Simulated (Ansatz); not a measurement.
**Si5C: a changed input and its effect**

System: Si5C (6 atoms in the cell).
Method of run 1: DFT PBE, scalar-relativistic, plane waves, PAW, no spin polarisation (Ansatz 0.2.0).

The structure was made by a generator, so it may or may not be a known phase. Text and figures count atoms from 1; the logs count them from 0 in places.

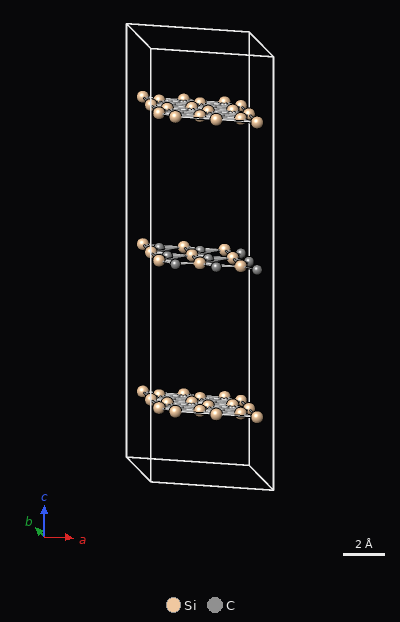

Fig. 1: The structure (ball-and-stick view of the 3 × 3 repeat of the cell, with the vacuum cut short, seen slightly off an axis). An atom can appear more than once, as a periodic image.

Input, run 1:
```yaml
crystal:
  lattice:
    - [2.14347962, 0.0, 0.0]
    - [-1.07173981, 1.85630781, 0.0]
    - [0.0, 0.0, 22.3159621]
  atoms:
    - { symbol: Si, position: [0.33333333, 0.66666667, 0.66666667] }
    - { symbol: Si, position: [0.33333333, 0.66666667, 0.0] }
    - { symbol: Si, position: [0.33333333, 0.66666667, 0.33333333] }
    - { symbol: Si, position: [0.66666667, 0.33333333, 0.66666667] }
    - { symbol: Si, position: [0.66666667, 0.33333333, 0.33333333] }
    - { symbol: C, position: [0.66666667, 0.33333333, 0.0] }
basis:
  ecutwfc: 420
kpoints:
  mp_grid: { grid: [12, 12, 1] }
hamiltonian:
  xc: pbe
scf:
  occupations: { method: gaussian, width: 0.1 }
  lower_state_search: "off"
output:
  forces: true
  stress: true
  eigenvalues: true
```

Launched with:
```bash
ansatz run input.yaml --threads 1 --pin off --max-ram 2560MiB --backend cpu --events-out ev --progress --plain --runs-dir out
```

Hardware: 1 thread of Intel Xeon @ 2.50GHz (Skylake/Cascade Lake), 189 GiB of memory available, shared host.

Output, shortened to warnings, some set-up lines, iterations and results (run 1):
```
Basis set: ecut = 420 eV, 1791 PW (Γ), exchange–correlation on 30×30×300 points (8 copies of the dense FFT grid, shifted against one another)
Symmetry: 12 space group operations
k-points: 19 of 144 (time reversal used)
Initial density: superposition of atomic densities (neutral atoms: chi_scale 0, normalization atom), corrected by the library's trained network
[...]
SCF iter   1: F=—  HF=-3260.061833 eV  |F-HF|=—  |Δ(HF+E_count)|=         —  Δρ=2.13e-1  dr2=8.13e2  ethr=1.77e-3  ⟨swp⟩=10.3  Hψ=3055  notcnv=0  defer=1
SCF iter   2: F=—  HF=-3314.303702 eV  |F-HF|=—  |Δ(HF+E_count)|=    5.42e1  Δρ=4.24e-1  dr2=3.28e3  ethr=1.77e-3  ⟨swp⟩=20.9  Hψ=5821  notcnv=0  defer=11  recentre
SCF iter   3: F=—  HF=-3368.471161 eV  |F-HF|=—  |Δ(HF+E_count)|=    5.42e1  Δρ=4.29e-1  dr2=7.67e3  ethr=1.77e-3  ⟨swp⟩=18.6  Hψ=5464  notcnv=0  defer=29
SCF iter   4: F=—  HF=-3225.195721 eV  |F-HF|=—  |Δ(HF+E_count)|=    1.43e2  Δρ=6.52e-2  dr2=8.02e0  ethr=1.77e-3  ⟨swp⟩=11.2  Hψ=2724  notcnv=0  defer=24
SCF iter   5: F=—  HF=-3223.306288 eV  |F-HF|=—  |Δ(HF+E_count)|=    1.89e0  Δρ=4.41e-2  dr2=4.18e0  ethr=1.77e-3  ⟨swp⟩=6.5  Hψ=1119  notcnv=0  defer=23
[... 13 lines ...]
SCF iter  19: F=—  HF=-3221.308598 eV  |F-HF|=—  |Δ(HF+E_count)|=   2.15e-5  Δρ=1.72e-5  dr2=6.84e-6  ethr=2.84e-6  ⟨swp⟩=1.1  Hψ=327  notcnv=0  defer=18
SCF iter  20: F=—  HF=-3221.308466 eV  |F-HF|=—  |Δ(HF+E_count)|=   1.33e-4  Δρ=3.57e-5  dr2=1.01e-5  ethr=2.85e-8  ⟨swp⟩=2.6  Hψ=518  notcnv=0  defer=18
SCF iter  21: F=—  HF=-3221.308465 eV  |F-HF|=—  |Δ(HF+E_count)|=   3.12e-7  Δρ=4.60e-6  dr2=1.24e-7  ethr=2.85e-8  ⟨swp⟩=1.0  Hψ=324  notcnv=0  defer=18
SCF iter  22: F=-3221.308465 eV  HF=-3221.308465 eV  |F-HF|=9.98e-9  |Δ(HF+E_count)|=   1.18e-8  Δρ=1.33e-6  dr2=1.10e-8  ethr=4.17e-10  ⟨swp⟩=21.6  Hψ=4213  notcnv=0
SCF 1 converged in 22 iterations: F = -3221.308465 eV  dr2 = 1.10e-8
SCF converged after 22 iterations
Free energy (F): -3221.308465 eV
Harris-Foulkes:  -3221.308465 eV  (|F-HF|=9.98e-9)
Internal energy: -3221.299720 eV  (E = F + TS)
E sigma→0 (E₀):  -3221.304093 eV
Entropy (-TS):   -0.008745 eV (-1.458 meV/atom)
Fermi energy:    7.471465 eV
--- Per-component energies (eV) ---
  E_band       = -24.260380
  E_kinetic    = 543.917829
  E_local      = -3248.482481  (includes V_loc(G=0)·N_el)
  E_nonlocal   = 354.553695
  E_hartree    = 1385.804953
  E_xc         = -409.107636
  E_vxc        = -395.521559  (∫ρ·V_xc dr)
  E_paw        = -2698.335475  (= ΣΔE_a)
  E_vpaw       = -50.337519  (= ΣTr[D̂ρ^β])
  E_aug_tail   = 0.000041  (compensation charges beyond the density's cutoff)
  E_ewald      = 850.349354
  E_smearing   = -0.008745  (= −TS)
  E_closure    = 0.000000  (closes the sum)
  Σ components = -3221.308465   (vs F -3221.308465, Δ=0.00e0)
--- Forces (eV/Å), atoms counted from 1 ---
  atom   1  Si     0.00000000    -0.00000000     0.00044111
  atom   2  Si     0.00000000    -0.00000000     0.00000000
  atom   3  Si    -0.00000000    -0.00000000    -0.00044111
  atom   4  Si     0.00000000     0.00000000     0.00044043
  atom   5  Si     0.00000000     0.00000000    -0.00044043
  atom   6  C      0.00000000     0.00000000     0.00000000
  max |Σ_I F_I| component: 1.85e-16 eV/Å
--- Stress (GPa, compression-positive) ---
      847.650429      -0.000000       0.000000
       -0.000000     847.650429       0.000000
        0.000000       0.000000      -0.036100
  P = ⅓ Tr σ = 565.0883 GPa (5650.883 kbar)
```

The input of run 2 differs as follows (lines with − go, lines with + come):
```diff
-    - { symbol: C, position: [0.66666667, 0.33333333, 0.0] }
+    - { symbol: C, position: [0.66666667, 0.33333333, 0.0], spin: 1.0 }
+  populations: true
+magnetization:
+  spin_polarized: true
```

Predict how the results change.

The energy is the same within 0.01 meV per atom. With spin allowed, the absolute moment of the cell comes to 0.00 μB. The SCF takes 24 iterations against 22. On the same kind of shared host run 2 took about 1.7 times as long.

Output, shortened to warnings, some set-up lines, iterations and results (run 2):
```
WARN: the starting moments were not kept: the SCF closed with an absolute magnetisation of 1.0e-6 μB, where they sum to 1 μB in size (1 site). That is at most 0.1 of that sum. Measured as dr2_m measures the in/out step, that magnetisation stands 2.9e-13 eV from none, at or under the dr2_threshold of 1.0e-7 eV: it is no larger than a step whose dr2_m would equal this threshold. The system may hold …
Basis set: ecut = 420 eV, 1791 PW (Γ), exchange–correlation on 30×30×300 points (8 copies of the dense FFT grid, shifted against one another)
Symmetry: 12 space group operations
k-points: 19 of 144 (time reversal used)
[...]
SCF iter   1: F=—  HF=-3252.359650 eV  |F-HF|=—  |Δ(HF+E_count)|=         —  Δρ=1.32e-1 (↑1.09e-1 ↓1.32e-1)  dr2=6.88e1  dr2_m=3.65e-1  M=0.000 μB ∫|m|=0.063 μB  β_m=0.30  …
SCF iter   2: F=—  HF=-3226.903453 eV  |F-HF|=—  |Δ(HF+E_count)|=    2.55e1  Δρ=6.27e-2 (↑4.57e-2 ↓6.27e-2)  dr2=1.35e1  dr2_m=1.84e-1  M=0.000 μB ∫|m|=0.046 μB  β_m=0.30  …
SCF iter   3: F=—  HF=-3221.545239 eV  |F-HF|=—  |Δ(HF+E_count)|=    5.36e0  Δρ=2.26e-2 (↑2.26e-2 ↓1.77e-2)  dr2=5.76e0  dr2_m=3.25e-2  M=0.164 μB ∫|m|=0.182 μB  β_m=0.30  …
SCF iter   4: F=—  HF=-3221.827271 eV  |F-HF|=—  |Δ(HF+E_count)|=   2.82e-1  Δρ=1.99e-2 (↑1.68e-2 ↓1.99e-2)  dr2=7.17e0  dr2_m=6.44e-2  M=0.006 μB ∫|m|=0.030 μB  β_m=0.30  …
SCF iter   5: F=—  HF=-3221.581492 eV  |F-HF|=—  |Δ(HF+E_count)|=   2.46e-1  Δρ=1.68e-2 (↑9.39e-3 ↓1.68e-2)  dr2=8.94e-1  dr2_m=3.17e-2  M=0.001 μB ∫|m|=0.024 μB  β_m=0.30  …
[... 15 lines ...]
SCF iter  21: F=—  HF=-3221.308465 eV  |F-HF|=—  |Δ(HF+E_count)|=   1.32e-6  Δρ=1.34e-5 (↑1.34e-5 ↓7.04e-6)  dr2=5.65e-6  dr2_m=1.53e-8  M=0.000 μB ∫|m|=0.000 μB  β_m=0.56  …
SCF iter  22: F=—  HF=-3221.308465 eV  |F-HF|=—  |Δ(HF+E_count)|=   6.55e-8  Δρ=2.60e-6 (↑2.60e-6 ↓1.85e-6)  dr2=2.36e-7  dr2_m=1.10e-9  M=0.000 μB ∫|m|=0.000 μB  β_m=0.67  …
SCF iter  23: F=-3221.308465 eV  HF=-3221.308465 eV  |F-HF|=2.73e-9  |Δ(HF+E_count)|=   1.72e-9  Δρ=9.16e-7 (↑9.16e-7 ↓6.44e-7)  dr2=3.24e-9  dr2_m=4.69e-10  M=0.000 μB …
SCF iter  24: F=-3221.308465 eV  HF=-3221.308465 eV  |F-HF|=1.68e-9  |Δ(HF+E_count)|=  5.31e-10  Δρ=2.16e-7 (↑2.11e-7 ↓2.16e-7)  dr2=1.74e-9  dr2_m=6.49e-12  M=0.000 μB …
SCF 1 converged in 24 iterations: F = -3221.308465 eV  dr2 = 1.74e-9
SCF converged after 24 iterations
Magnetization: 0.0000 μB (12.0000 up, 12.0000 down)
Absolute magnetization: 0.0000 μB (∫|ρ↑−ρ↓|, with the PAW one-centre terms)
Spin contamination: 0.0000 ħ² per cell (⟨S²⟩ above its minimum at these occupations)
Per-site moments (μB) at R_I (Å): [(-2.06329375362962e-9, 0.5104846468444545), (3.628414858555495e-8, 0.5104846468444545), (-2.0632937522818213e-9, 0.5104846468444545), (-2.009813374021707e-9, 0.5104846468444545), (-2.009813357908738e-9, 0.5104846468444545), (1.4228775142207685e-10, …
Free energy (F): -3221.308465 eV
Harris-Foulkes:  -3221.308465 eV  (|F-HF|=1.68e-9)
Internal energy: -3221.299720 eV  (E = F + TS)
E sigma→0 (E₀):  -3221.304093 eV
Entropy (-TS):   -0.008745 eV (-1.458 meV/atom)
Fermi energy:    7.471483 eV
--- Per-component energies (eV) ---
  E_band       = -24.260177
  E_kinetic    = 543.917853
  E_local      = -3248.482529  (includes V_loc(G=0)·N_el)
  E_nonlocal   = 354.553547
  E_hartree    = 1385.805101
  E_xc         = -409.107620
  E_vxc        = -395.521544  (∫ρ·V_xc dr)
  E_paw        = -2698.335467  (= ΣΔE_a)
  E_vpaw       = -50.337510  (= ΣTr[D̂ρ^β])
  E_aug_tail   = 0.000041  (compensation charges beyond the density's cutoff)
  E_ewald      = 850.349354
  E_smearing   = -0.008745  (= −TS)
  E_closure    = -0.000000  (closes the sum)
  Σ components = -3221.308465   (vs F -3221.308465, Δ=0.00e0)
--- Forces (eV/Å), atoms counted from 1 ---
  atom   1  Si     0.00000000    -0.00000000     0.00036526
  atom   2  Si    -0.00000000    -0.00000000     0.00000000
  atom   3  Si     0.00000000    -0.00000000    -0.00036526
  atom   4  Si     0.00000000     0.00000000     0.00036525
  atom   5  Si     0.00000000     0.00000000    -0.00036525
  atom   6  C     -0.00000000     0.00000000     0.00000000
  max |Σ_I F_I| component: 2.96e-16 eV/Å
--- Stress (GPa, compression-positive) ---
      847.650352       0.000000       0.000000
        0.000000     847.650352       0.000000
        0.000000       0.000000      -0.036117
  P = ⅓ Tr σ = 565.0882 GPa (5650.882 kbar)
--- Löwdin populations: 6 sites ---
  site symbol       q [e]    m [muB]
     0     Si      3.4332     0.0000
     1     Si      1.9731     0.0000
     2     Si      3.4332     0.0000
     3     Si      3.4332     0.0000
     4     Si      3.4332     0.0000
     5      C      5.8710    -0.0000
  spilling = 0.100967 (of n_electrons = 24.000000)
```

The two runs side by side:

```csv
quantity,run 1,run 2
outcome,converged,converged
free energy per atom (eV),−536.8847,−536.8847
"energy per atom, smearing taken to zero (eV)",−536.8840,−536.8840
gap on the mesh (eV),0.00,0.00
pressure (GPa),565.09,565.09
largest force (eV/Å),0.000,0.000
SCF iterations,22,24
irreducible k-points,19,19
plane waves at Γ,1791,1791
net moment of the cell (μB),–,0.00
absolute moment of the cell (μB),–,0.00
wall time (shared host),22 s,38 s
```

For run 2: Warnings: some starting moments were not kept.
